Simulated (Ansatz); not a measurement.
Input file:

```
crystal:
  lattice:
    - [-1.6625, 1.6625, 5.69]
    - [1.6625, -1.6625, 5.69]
    - [1.6625, 1.6625, -5.69]
  atoms:
    - { symbol: Nb, position: [0.0, 0.0, 0.0] }
    - { symbol: Nb, position: [0.75, 0.25, 0.5] }
    - { symbol: P, position: [0.4824945698, 0.5209913106, -0.0038180979] }
    - { symbol: P, position: [0.25, 0.75, 0.5] }
basis:
  ecutwfc: 420
  fft_grid_basis: typed
kpoints:
  mp_grid: { grid: [14, 14, 14] }
hamiltonian:
  xc: pbe
scf:
  occupations: { method: gaussian, width: 0.05 }
output:
  forces: true
  stress: true
  eigenvalues: true
  bader: true
  write_density: true
  volumetric_format: npy
```

Run with:

```sh
ansatz run input.yaml --threads 1 --pin off --max-ram 2560MiB --backend cpu --events-out ev --progress --plain --runs-dir out
```

The picture shows the cell of the calculation (origin moved) (a = 6.16 Å, b = 6.16 Å, c = 6.16 Å, α = 148.67°, β = 148.67°, γ = 44.90°).

Space group I4_1/amd; the calculation finds a residual pressure of about 20 GPa at this fixed cell. So large a residual pressure suggests that the database cell is idealised or belongs to other conditions.

Theory: DFT PBE, scalar-relativistic, plane waves, PAW in Ansatz.

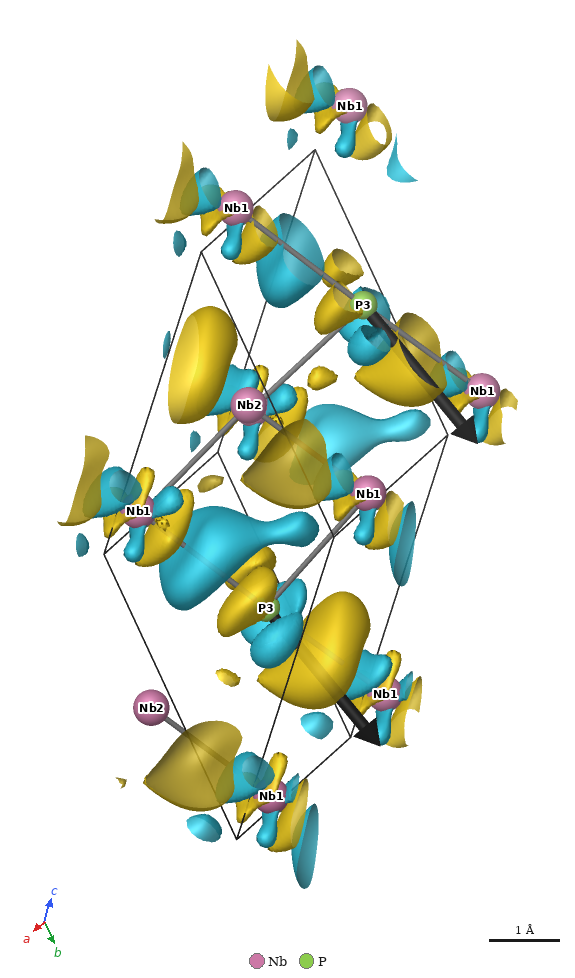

NbP. P3 was moved by 0.10 Å roughly along [−2 2 −1] in the axes of the cell drawn (arrow, not to scale). Change of the density less the rigid motion of the neutral atom's own density: yellow surfaces at +0.008 and cyan ones at −0.008 e/Å³, in the cell of the calculation (origin moved) seen slightly off an axis.

In a PAW calculation such maps are meaningful between the atoms, not at the nuclei.

**Describe the electronic response.**

About 0.09 e is rearranged in the cell. Outside the cores the largest gain, 0.04 e/Å³, lies 1.1 Å from a phosphorus nucleus and 1.2 Å from a niobium one, and the largest loss, 0.03 e/Å³, lies 1.2 Å from a phosphorus nucleus and 1.2 Å from a niobium one.

**How much does the computed force on the atom change?**

The force on it changes by 1.45 eV/Å along the move, against it: a stiffness of about 15 eV/Å² for this sublattice shift.

Run times: 120 s (moved atom) and 39 s (base cell), on 1 thread of Intel(R) Xeon(R) 6975P-C (Granite Rapids), with other jobs on the host.
